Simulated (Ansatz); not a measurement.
# Energy of Ta₂N along a shift of atoms along one path

System: Ta₂N (C2/m, 3 atoms in the cell).
Method: DFT PBE, scalar-relativistic, plane waves, PAW, no spin polarisation (Ansatz 0.2.0).

The 9 runs differ only in the geometry, by a shift of atoms along one path in a fixed cell. The shift s is measured from run 5: Ta1 moves along the Cartesian direction (0.00, −1.00, 0.00), and Ta2 with it in fixed proportion. The structure derives from a Materials Project entry.

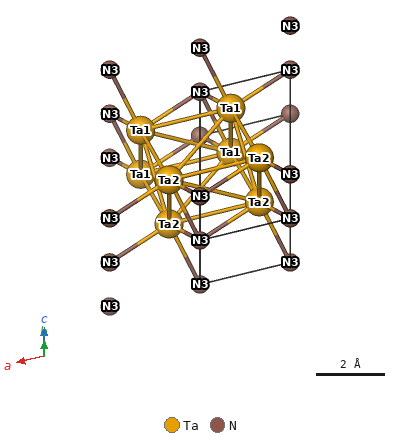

Figure 1. The structure of run 5 (ball-and-stick view of the cell of the calculation, repeated 2 × 2 × 1, seen at an oblique angle; atoms are numbered from 1 in the order of the input). An atom can appear more than once, as a periodic image.

## Input of run 5
```yaml
crystal:
  lattice:
    - [3.1011400556, 0.0, 0.0]
    - [-1.5505700278, 2.6856660688, 0.0]
    - [0.0, 0.0, 4.8818900623]
  atoms:
    - { symbol: Ta, position: [0.6573579889, 0.3147159778, 0.7449050322] }
    - { symbol: Ta, position: [0.3426420111, 0.6852840222, 0.2550949678] }
    - { symbol: "N", position: [0.0, 0.0, 0.0] }
basis:
  ecutwfc: 420
kpoints:
  mp_grid: { grid: [18, 18, 10] }
hamiltonian:
  xc: pbe
scf:
  occupations: { method: gaussian, width: 0.15 }
output:
  forces: true
  stress: true
  eigenvalues: true
```

Command:
```bash
ansatz run input.yaml --threads 2 --pin off --max-ram 5120MiB --backend cpu --events-out ev --progress --plain --runs-dir out
```

Lattice vectors (Å) and fractional positions of run 5:
```
   3.101140    0.000000    0.000000
  -1.550570    2.685666    0.000000
   0.000000    0.000000    4.881890
Ta  0.657358  0.314716  0.744905
Ta  0.342642  0.685284  0.255095
N   0.000000  0.000000  0.000000
```

Run 8 differs from it as follows:
```diff
-    - { symbol: Ta, position: [0.6573579889, 0.3147159778, 0.7449050322] }
-    - { symbol: Ta, position: [0.3426420111, 0.6852840222, 0.2550949678] }
+    - { symbol: Ta, position: [0.6340862945, 0.268172589, 0.7449050322] }
+    - { symbol: Ta, position: [0.3659137055, 0.731827411, 0.2550949678] }
```

## Results, with one run withheld

```csv
run,shift s of Ta1 (Å),"free energy per atom, from the lowest run given (meV)",pressure (GPa),force along the path (eV/Å)
1,−0.2500,89.84,5.73,3.060
2,−0.2000,46.61,3.23,2.147
3,−0.1500,17.34,1.45,1.380
4,−0.1000,0.29,0.36,0.670
5,0.0000,0.00,0.36,−0.622
6,0.0500,15.95,1.43,−1.310
7,0.1000,44.27,3.17,−2.102
8,0.1250,?,?,?
9,0.1500,86.45,5.52,−2.977
```

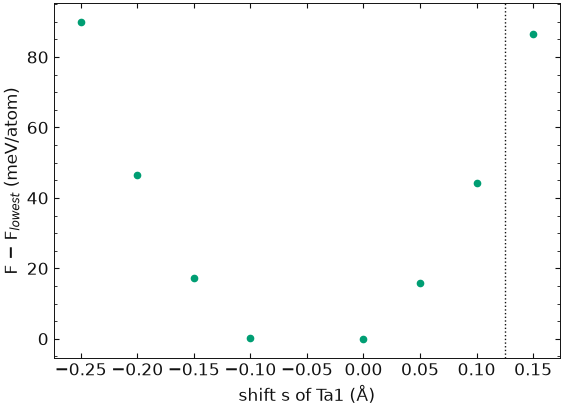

Figure 2. Free energy per atom of the runs given; the dotted line marks run 8.

What should run 8 give?

A cubic polynomial in the coordinate, fitted to the 8 runs given, misses them by at most 1.03 meV per atom. With x = s + 0.0500, it reads F = −6.4872 − 5.8173 x + 2351 x² − 70.034 x³ (meV per atom). At run 8 it gives 64.12 meV per atom, and the run itself gives 63.53. The slope of the fit gives a force −dF/ds of −2.432 eV/Å along the path (summed over the atoms that move), and the printed forces give −2.526 eV/Å. The fit has its minimum at s = −0.0488 Å. The fit misses that run by 0.59 meV per atom.

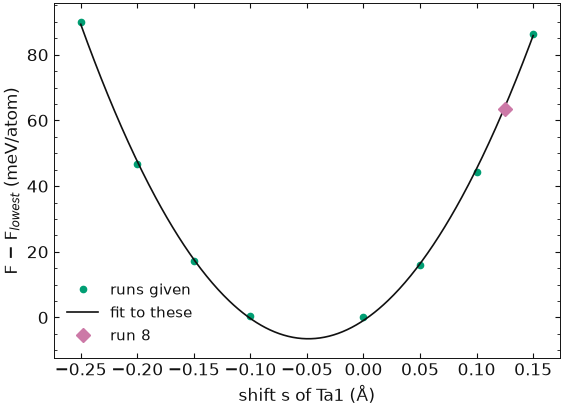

Figure 3. The fit and the withheld run.

## Output, shortened to warnings, some set-up lines, iterations and results (run 8)
```
Basis set: ecut = 420 eV, 773 PW (Γ), exchange–correlation on 48×48×72 points (8 copies of the dense FFT grid, shifted against one another)
Symmetry: 4 space group operations
k-points: 866 of 3240
Initial density: superposition of atomic densities (neutral atoms: chi_scale 0, normalization atom), corrected by the library's trained network
[...]
SCF iter   1: F=—  HF=-20250.717012 eV  |F-HF|=—  |Δ(HF+E_count)|=         —  Δρ=6.37e-3  dr2=1.37e-2  ethr=1.77e-3  ⟨swp⟩=5.0  Hψ=76665  notcnv=0
SCF iter   2: F=—  HF=-20250.715327 eV  |F-HF|=—  |Δ(HF+E_count)|=   1.68e-3  Δρ=3.56e-3  dr2=3.77e-3  ethr=4.43e-5  ⟨swp⟩=1.0  Hψ=24255  notcnv=0
SCF iter   3: F=—  HF=-20250.715077 eV  |F-HF|=—  |Δ(HF+E_count)|=   2.50e-4  Δρ=1.12e-3  dr2=7.64e-4  ethr=1.22e-5  ⟨swp⟩=2.3  Hψ=21787  notcnv=0
SCF iter   4: F=—  HF=-20250.714956 eV  |F-HF|=—  |Δ(HF+E_count)|=   1.22e-4  Δρ=2.61e-4  dr2=2.40e-5  ethr=2.46e-6  ⟨swp⟩=2.0  Hψ=23025  notcnv=0
SCF iter   5: F=—  HF=-20250.714962 eV  |F-HF|=—  |Δ(HF+E_count)|=   6.24e-6  Δρ=4.04e-5  dr2=8.06e-7  ethr=7.73e-8  ⟨swp⟩=2.0  Hψ=23168  notcnv=0
SCF iter   6: F=-20250.714962 eV  HF=-20250.714962 eV  |F-HF|=9.66e-9  |Δ(HF+E_count)|=   8.17e-8  Δρ=9.77e-6  dr2=3.65e-8  ethr=3.23e-10  ⟨swp⟩=6.6  Hψ=78029  notcnv=0
SCF 1 converged in 6 iterations: F = -20250.714962 eV  dr2 = 3.65e-8
SCF converged after 6 iterations
Free energy (F): -20250.714962 eV
Harris-Foulkes:  -20250.714962 eV  (|F-HF|=9.66e-9)
Internal energy: -20250.700358 eV  (E = F + TS)
E sigma→0 (E₀):  -20250.707660 eV
Entropy (-TS):   -0.014604 eV (-4.868 meV/atom)
Fermi energy:    19.591261 eV
--- Per-component energies (eV) ---
  E_band       = -177.011220
  E_kinetic    = 865.740212
  E_local      = -1254.364221  (includes V_loc(G=0)·N_el)
  E_nonlocal   = 74.148362
  E_hartree    = 434.801699
  E_xc         = -498.433045
  E_vxc        = -486.428411  (∫ρ·V_xc dr)
  E_paw        = -16920.896334  (= ΣΔE_a)
  E_vpaw       = -245.711135  (= ΣTr[D̂ρ^β])
  E_aug_tail   = 0.000432  (compensation charges beyond the density's cutoff)
  E_ewald      = -2951.697463
  E_smearing   = -0.014604  (= −TS)
  E_closure    = -0.000000  (closes the sum)
  Σ components = -20250.714962   (vs F -20250.714962, Δ=0.00e0)
--- Forces (eV/Å), atoms counted from 1 ---
  atom   1  Ta     0.00000000     1.26296305    -0.39685602
  atom   2  Ta     0.00000000    -1.26296305     0.39685602
  atom   3  N      0.00000000     0.00000000     0.00000000
  max |Σ_I F_I| component: 0.00e0 eV/Å
--- Stress (GPa, compression-positive) ---
        1.860432       0.000000       0.000000
        0.000000       4.253492      -3.172181
        0.000000      -3.172181       6.722102
  P = ⅓ Tr σ = 4.2787 GPa (42.787 kbar)
```

Notes: Spin–orbit coupling is left out, which matters for Ta. The cell holds an odd number of electrons but the run has no spin polarisation, so a band is left half filled.
